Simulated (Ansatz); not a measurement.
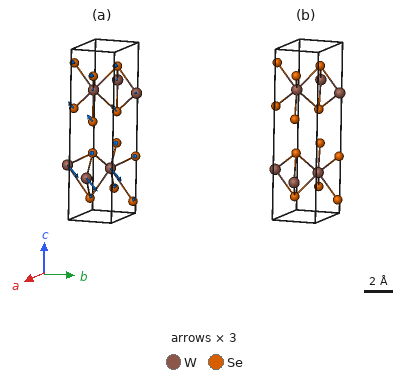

The structure of crystalline WSe$_{2}$ (set up in P1) before (left) and after (right) a relaxation, at one scale. The blue arrows give the displacements, 3 times their true length.

A ball-and-stick model of the cell of the calculation, reduced to other axes, seen from a free direction. Lengths and directions refer to the drawn axes.

Case: all atoms moved at random, sigma 0.15 Å for each component, cell strained at random, sigma 0.03; relaxed back.

The calculation used DFT PBEsol, scalar-relativistic, plane waves, PAW (Ansatz 0.2.0). Settings: plane-wave cutoff 420 eV; k-point mesh 12 × 12 × 2; occupations gaussian; smearing width 0.05 eV; no spin polarisation; atoms relaxed in a fixed cell; force threshold 0.01 eV/Å; at most 80 steps.

Question: What changed between the two?

Answer: After 4 accepted moves (5 points after the start) the energy has fallen by 489 meV per atom. Largest force component: 9.8 eV/Å at the start, 0.0043 eV/Å at the end. 1 step only repeated the SCF at the same geometry. The atom that moves furthest is a W atom (0.42 Å roughly along [0 3 −1]). By element the largest moves are W 0.42 Å, Se 0.23 Å. The cell stays as it was. Some distances before and after: Se–W 3.020 → 2.541 Å, Se–W 2.212 → 2.522 Å, Se–W 2.209 → 2.487 Å, Se–W 2.719 → 2.517 Å. Among the angles between lasting bonds that change: Se–W–Se 147.9° → 133.8°, W–Se–W 90.3° → 77.4°, Se–W–Se 90.3° → 77.4°. The space group (tolerance 0.01 Å) goes from P1 (No. 1) to P-1 (No. 2). Cost: 9.3 min on 1 thread of Arm Neoverse V1, on a shared host, peak memory 0.9 GiB.

Limits of the set-up: layers or molecules are held without a dispersion correction, so their spacing is unreliable.
